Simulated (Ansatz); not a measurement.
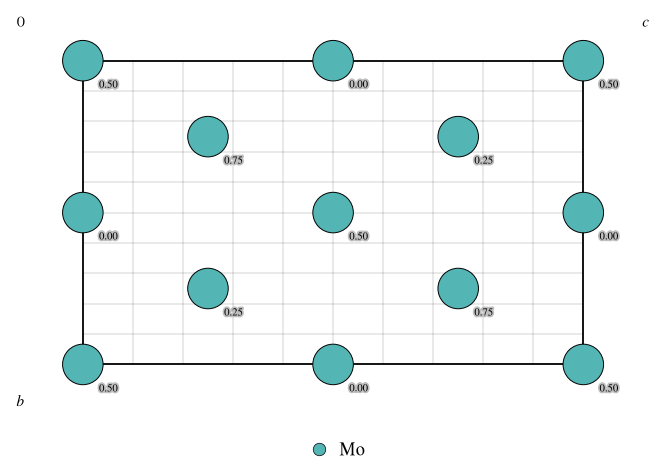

Plan of a unit cell projected along a (b down the page, c across); the numbers are heights as fractions of a, and atoms on the cell's edges are repeated. The grid marks tenths of b and c. Source: the end point of a relaxation with Ansatz 0.2.0, DFT, LDA (PW92), plane waves (420 eV) with PAW, scalar-relativistic; the starting structure was generated, so it need not be a known form of this composition. Geometry calculated from the standardised cell; symmetry tolerance 0.002 Å.

a = 2.607 Å, b = 5.340 Å, c = 8.798 Å, α = 90.00°, β = 90.00°, γ = 90.00°.

**What does the cell contain?**

8 Mo: Mo, Z = 8.

**Which space group?**

No. 70, Fddd, origin choice 1, face-centred orthorhombic.

**Give the fractional coordinates of all atoms, to two places.**

```json
{"atom": "Mo", "x": "0.25", "y": "0.25", "z": "0.75"}
{"atom": "Mo", "x": "0.50", "y": "0.00", "z": "0.00"}
{"atom": "Mo", "x": "0.25", "y": "0.75", "z": "0.25"}
{"atom": "Mo", "x": "0.50", "y": "0.50", "z": "0.50"}
{"atom": "Mo", "x": "0.75", "y": "0.25", "z": "0.25"}
{"atom": "Mo", "x": "0.00", "y": "0.00", "z": "0.50"}
{"atom": "Mo", "x": "0.75", "y": "0.75", "z": "0.75"}
{"atom": "Mo", "x": "0.00", "y": "0.50", "z": "0.00"}
```
